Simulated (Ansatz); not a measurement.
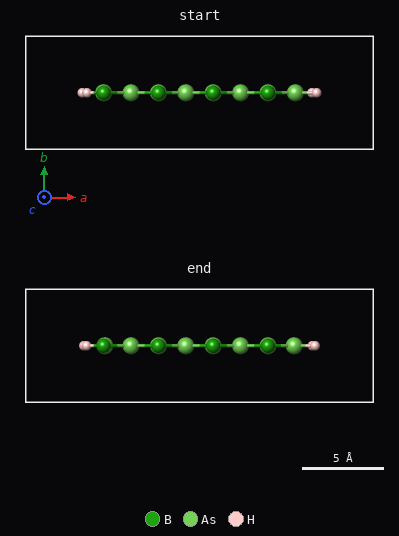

The structure of a wire of composition B2As2H before (top) and after (bottom) a relaxation, at one scale.

The picture is a ball-and-stick view of the cell of the calculation, with the vacuum cut short, seen along the c axis.

Case: armchair ribbon, 8 formula units a period, edges capped with H.

These are results of DFT PBE, scalar-relativistic, plane waves, PAW in Ansatz, not measurements. Set-up: plane-wave cutoff 420 eV; k-point mesh 1 × 1 × 6; occupations gaussian; smearing width 0.05 eV; no spin polarisation; cell relaxed at fixed a, b, alpha, beta, gamma; force threshold 0.02 eV/Å; at most 45 steps.

Q: Describe what moved and what it gained.

A: After 3 accepted moves (4 points after the start) the energy has fallen by 0.113 eV per cell of the calculation. Largest force component: 0.75 eV/Å at the start, 0.018 eV/Å at the end. At 1 point the geometry stayed and the basis and grid were re-selected for the new cell (energy shift of 0.4 meV per cell of the calculation at most each time). The largest moves relative to the centre of the atoms, 0.11 Å, are those of H atoms. Largest moves by element: H 0.11 Å, As 0.09 Å, B 0.02 Å. Along the periodic axis the drawn cell goes c 5.862 → 5.876 Å (+0.3 %). Some distances before and after: As–B 1.954 → 1.911 Å, As–H 1.520 → 1.502 Å, As–B 1.954 → 1.938 Å. Bond angles that change, for instance: B–As–B 120.0° → 125.3°, B–As–H 120.0° → 116.6°, As–B–As 120.0° → 116.8°.
